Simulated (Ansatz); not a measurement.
## C: one change and its effect

System: C (4 atoms in the cell).
Method of run A: DFT, PBE, plane waves, PAW, no spin polarisation (Ansatz 0.2.0).

The structure derives from a Materials Project entry. The geometry comes from this level: r2scan-rvv10. Text and figures count atoms from 1; the logs count them from 0 in places.

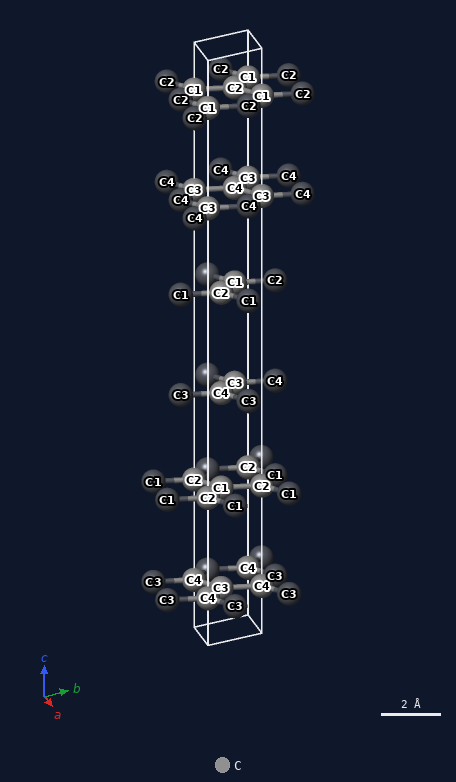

**Figure 1.** The structure as given in the input (ball-and-stick view of the cell 3 times as large as that of the calculation, set on its symmetry axes, seen slightly off an axis; neighbours outside the cell are drawn fainter; atoms are numbered from 1 in the order of the input).

**Input, run A**
```yaml
crystal:
  lattice:
    - [1.2275050107, 0.7087003484, 6.9141690043]
    - [-1.2275050107, 0.7087003484, 6.9141690043]
    - [0.0, -1.4174006968, 6.9141690043]
  atoms:
    - { symbol: C, position: [0.9191129941, 0.9191129941, 0.9191129941] }
    - { symbol: C, position: [0.2524458879, 0.2524458879, 0.2524458879] }
    - { symbol: C, position: [0.7475541121, 0.7475541121, 0.7475541121] }
    - { symbol: C, position: [0.0808870059, 0.0808870059, 0.0808870059] }
kpoints:
  mp_grid: { grid: [12, 12, 12] }
  band_path:
    path:
      - [0.0, 0.0, 0.0]
      - [0.5, 0.5, 0.5]
      - [0.8263292057, 0.1736707943, 0.5]
      - [0.5, -0.1736707943, 0.1736707943]
      - [0.5, 0.0, 0.0]
      - [0.3368353972, -0.3368353972, 0.0]
      - [0.6631646028, 0.0, 0.3368353972]
      - [0.5, 0.0, 0.5]
      - [0.5, -0.1563037149, 0.1563037149]
      - [0.0, 0.3333333333, -0.3333333333]
    npoints: 1
hamiltonian:
  xc: pbe
scf:
  occupations: { method: fermi_dirac, width: 0.02 }
  n_extra_bands: 5
output:
  forces: true
  stress: true
  eigenvalues: true
```

Launched with:
```bash
ansatz run input.yaml --threads 2 --pin off --max-ram 2764MiB --backend cpu --events-out ev --progress --plain --runs-dir out
```

Hardware: 2 threads of Arm Neoverse V1, 24 GiB of memory available, shared host.

**Output, shortened to warnings, some set-up lines, iterations and results (run A)**
```
Basis set: ecut = 420 eV, 695 PW (Γ), FFT grids on a1−a3, a2−a3, a3, exchange–correlation on 36×36×96 points (8 copies of the dense FFT grid, shifted against one another)
Symmetry: 12 space group operations
k-points: 189 of 1728
Initial density: superposition of atomic densities (neutral atoms: chi_scale 0, normalization atom), corrected by the library's trained network
[...]
SCF iter   1: F=—  HF=-1003.711570 eV  |F-HF|=—  |Δ(HF+E_count)|=         —  Δρ=2.70e-3  dr2=3.09e-3  ethr=1.77e-3  ⟨swp⟩=6.1  Hψ=14028  notcnv=0
SCF iter   2: F=—  HF=-1003.711366 eV  |F-HF|=—  |Δ(HF+E_count)|=   2.03e-4  Δρ=1.07e-3  dr2=3.20e-4  ethr=1.93e-5  ⟨swp⟩=2.9  Hψ=6068  notcnv=0  defer=186
SCF iter   3: F=—  HF=-1003.711554 eV  |F-HF|=—  |Δ(HF+E_count)|=   1.88e-4  Δρ=4.45e-4  dr2=1.32e-4  ethr=2.00e-6  ⟨swp⟩=2.1  Hψ=3898  notcnv=0  defer=186
SCF iter   4: F=—  HF=-1003.711548 eV  |F-HF|=—  |Δ(HF+E_count)|=   6.41e-6  Δρ=2.23e-4  dr2=3.86e-6  ethr=8.22e-7  ⟨swp⟩=2.1  Hψ=3074  notcnv=0  defer=186
SCF iter   5: F=—  HF=-1003.711525 eV  |F-HF|=—  |Δ(HF+E_count)|=   2.25e-5  Δρ=4.29e-5  dr2=5.11e-7  ethr=2.41e-8  ⟨swp⟩=2.0  Hψ=3779  notcnv=0  defer=186
SCF iter   6: F=-1003.711525 eV  HF=-1003.711525 eV  |F-HF|=2.02e-8  |Δ(HF+E_count)|=   4.31e-8  Δρ=7.50e-6  dr2=1.17e-8  ethr=6.25e-10  ⟨swp⟩=8.3  Hψ=12503  notcnv=0
SCF 1 converged in 6 iterations: F = -1003.711525 eV  dr2 = 1.17e-8
NSCF: frozen V_eff on 10 k-points
SCF converged after 6 iterations
Free energy (F): -1003.711525 eV
Harris-Foulkes:  -1003.711525 eV  (|F-HF|=2.02e-8)
Internal energy: -1003.711506 eV  (E = F + TS)
E sigma→0 (E₀):  -1003.711515 eV
Entropy (-TS):   -0.000020 eV (-0.005 meV/atom)
Fermi energy:    6.747700 eV
--- Per-component energies (eV) ---
  E_band       = -38.827295
  E_kinetic    = 365.200674
  E_local      = -650.246559  (includes V_loc(G=0)·N_el)
  E_nonlocal   = 109.582380
  E_hartree    = 201.161699
  E_xc         = -192.438444
  E_vxc        = -238.291790  (∫ρ·V_xc dr)
  E_paw        = -397.524846  (= ΣΔE_a)
  E_vpaw       = -27.395670  (= ΣTr[D̂ρ^β])
  E_aug_tail   = 0.000030  (compensation charges beyond the density's cutoff)
  E_ewald      = -439.446441
  E_smearing   = -0.000020  (= −TS)
  E_closure    = -0.000000  (closes the sum)
  Σ components = -1003.711525   (vs F -1003.711525, Δ=0.00e0)
--- Forces (eV/Å), atoms counted from 1 ---
  atom   1  C     -0.00000000     0.00000000    -0.00479214
  atom   2  C     -0.00000000    -0.00000000    -0.02208950
  atom   3  C      0.00000000     0.00000000     0.02208950
  atom   4  C      0.00000000    -0.00000000     0.00479214
  max |Σ_I F_I| component: 3.70e-17 eV/Å
--- Stress (GPa, compression-positive) ---
        5.377884       0.000000      -0.000000
        0.000000       5.377884      -0.000000
        0.000000      -0.000000       3.054814
  P = ⅓ Tr σ = 4.6035 GPa (46.035 kbar)
```

For run B the input was changed thus:
```diff
-  xc: pbe
+  xc: r2scan
```

What does this change do to the results?

The total energies belong to different methods, so their difference says nothing on which is more stable or more accurate. The pressure goes from 4.60 to 0.59 GPa. The functional changes from PBE to r2SCAN. The SCF takes 7 iterations against 6. The default cutoff goes from 420 to 500 eV with the change. The plane waves at Γ go from 695 to 919. On the same kind of shared host run B took about 2.6 times as long.

**Output, shortened to warnings, some set-up lines, iterations and results (run B)**
```
Basis set: ecut = 500 eV, 919 PW (Γ), FFT grids on a1−a3, a2−a3, a3, exchange–correlation on 72×72×216 points (64 copies of the dense FFT grid, shifted against one another)
Symmetry: 12 space group operations
k-points: 189 of 1728
Initial density: superposition of atomic densities (neutral atoms: chi_scale 0, normalization atom), corrected by the library's trained network
[...]
SCF iter   1: F=—  HF=-1006.576832 eV  |F-HF|=—  |Δ(HF+E_count)|=         —  Δρ=7.39e-3  dr2=5.77e-3  dr2_τ=8.28e-1  ethr=1.77e-3  ⟨swp⟩=6.3  Hψ=14311  notcnv=0
SCF iter   2: F=—  HF=-1006.652170 eV  |F-HF|=—  |Δ(HF+E_count)|=   7.53e-2  Δρ=4.71e-3  dr2=2.38e-3  dr2_τ=1.21e-4  ethr=3.60e-5  ⟨swp⟩=2.4  Hψ=6349  notcnv=0  defer=186
SCF iter   3: F=—  HF=-1006.652993 eV  |F-HF|=—  |Δ(HF+E_count)|=   8.22e-4  Δρ=1.57e-3  dr2=2.29e-3  dr2_τ=7.13e-5  ethr=1.49e-5  ⟨swp⟩=2.2  Hψ=4227  notcnv=0  defer=187
SCF iter   4: F=—  HF=-1006.652361 eV  |F-HF|=—  |Δ(HF+E_count)|=   6.32e-4  Δρ=8.30e-4  dr2=1.14e-4  dr2_τ=8.43e-6  ethr=1.43e-5  ⟨swp⟩=2.1  Hψ=3780  notcnv=0  defer=187
SCF iter   5: F=—  HF=-1006.652337 eV  |F-HF|=—  |Δ(HF+E_count)|=   2.37e-5  Δρ=8.20e-5  dr2=1.79e-6  dr2_τ=9.54e-8  ethr=7.14e-7  ⟨swp⟩=2.8  Hψ=3897  notcnv=0  defer=186
SCF iter   6: F=—  HF=-1006.652338 eV  |F-HF|=—  |Δ(HF+E_count)|=   1.55e-7  Δρ=1.59e-5  dr2=4.90e-8  dr2_τ=6.47e-9  ethr=6.25e-10  ⟨swp⟩=7.9  Hψ=13806  notcnv=0
SCF iter   7: F=-1006.652338 eV  HF=-1006.652338 eV  |F-HF|=9.21e-9  |Δ(HF+E_count)|=   1.85e-8  Δρ=1.47e-5  dr2=3.63e-8  dr2_τ=3.74e-9  ethr=3.06e-10  ⟨swp⟩=2.6  Hψ=8659  …
SCF 1 converged in 7 iterations: F = -1006.652338 eV  dr2 = 3.63e-8
NSCF: frozen V_eff on 10 k-points
SCF converged after 7 iterations
Free energy (F): -1006.652338 eV
Harris-Foulkes:  -1006.652338 eV  (|F-HF|=9.21e-9)
Internal energy: -1006.652324 eV  (E = F + TS)
E sigma→0 (E₀):  -1006.652331 eV
Entropy (-TS):   -0.000014 eV (-0.003 meV/atom)
Fermi energy:    6.705661 eV
--- Per-component energies (eV) ---
  E_band       = -48.934888
  E_kinetic    = 363.746113
  E_local      = -646.018548  (includes V_loc(G=0)·N_el)
  E_nonlocal   = 107.845533
  E_hartree    = 199.807801
  E_xc         = -188.955027
  E_vxc        = -261.716916  (∫ρ·V_xc dr)
  E_paw        = -403.532682  (= ΣΔE_a)
  E_vpaw       = -27.035661  (= ΣTr[D̂ρ^β])
  E_aug_tail   = 0.000021  (compensation charges beyond the density's cutoff)
  E_vtau       = 14.631612  (kinetic-family band-sum trace: ∫τ·v_τ [+ j·A + Jᵃ·Aᵃ] dr)
  E_ewald      = -439.446441
  E_core_change = -0.099095  (= ΣΔE_core)
  E_smearing   = -0.000014  (= −TS)
  E_closure    = -0.000000  (closes the sum)
  Σ components = -1006.652338   (vs F -1006.652338, Δ=0.00e0)
--- Forces (eV/Å), atoms counted from 1 ---
  atom   1  C      0.00000000     0.00000000    -0.00452759
  atom   2  C      0.00000000    -0.00000000    -0.01416598
  atom   3  C      0.00000000     0.00000000     0.01416598
  atom   4  C      0.00000000    -0.00000000     0.00452759
  max |Σ_I F_I| component: 8.67e-19 eV/Å
--- Stress (GPa, compression-positive) ---
        0.292032       0.000000       0.000000
        0.000000       0.292032      -0.000000
        0.000000      -0.000000       1.186179
  P = ⅓ Tr σ = 0.5901 GPa (5.901 kbar)
```

**The two runs side by side**

```csv
quantity,run A,run B
outcome,converged,converged
free energy per atom (eV),−250.9279,−251.6631
pressure (GPa),4.60,0.59
largest force (eV/Å),0.022,0.014
SCF iterations,6,7
irreducible k-points,189,189
plane waves at Γ,695,919
wall time (shared host),3.5 s,9.1 s
```
